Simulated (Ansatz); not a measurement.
A structure file:

```xyz
6
Lattice="3.2480 0.0000 0.0000 0.0000 4.8804 0.0000 -2.8588 0.0000 4.8648" Properties=species:S:1:pos:R:3 pbc="T T T"
Hf    0.0000    0.0000    0.0000
Hf   -1.4294    2.4402    2.4324
O    -1.2655    0.9428    3.9067
O     0.2253    3.3830    3.3905
O     0.1639    1.4973    1.4743
O     1.6547    3.9375    0.9581
```

**Say what kind of structure these coordinates give.**

The formula is HfO₂. It belongs to space group P2_1/c (No. 14) and has a primitive monoclinic lattice. With Z = 2, the cell contains 2 Hf, 4 O. Around each Hf lie six O in a distorted octahedral arrangement at 2.08 to 2.13 Å. Each O is bonded to three Hf at 2.08 to 2.13 Å. Not all metal-metal contacts are counted. The bonds build a three-dimensional framework.

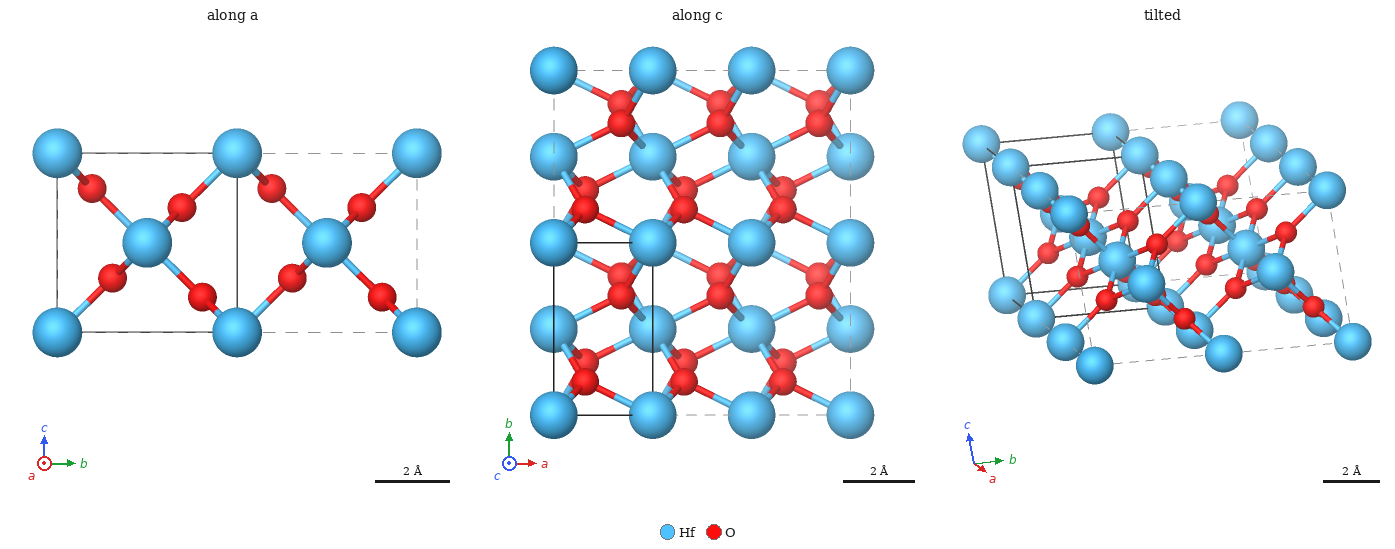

Structure drawing (ball-and-stick), viewed along the a axis, along the c axis and slightly off an axis. One conventional unit cell is drawn solid; the view covers 3×2×1 cells. Colours: hafnium blue, oxygen red.

It goes back to a structure listed in the Materials Project. The cell was then strained or its atoms displaced on purpose. The atoms were relaxed in a fixed cell with DFT PBE, scalar-relativistic, plane waves, PAW (Ansatz 0.2.0).
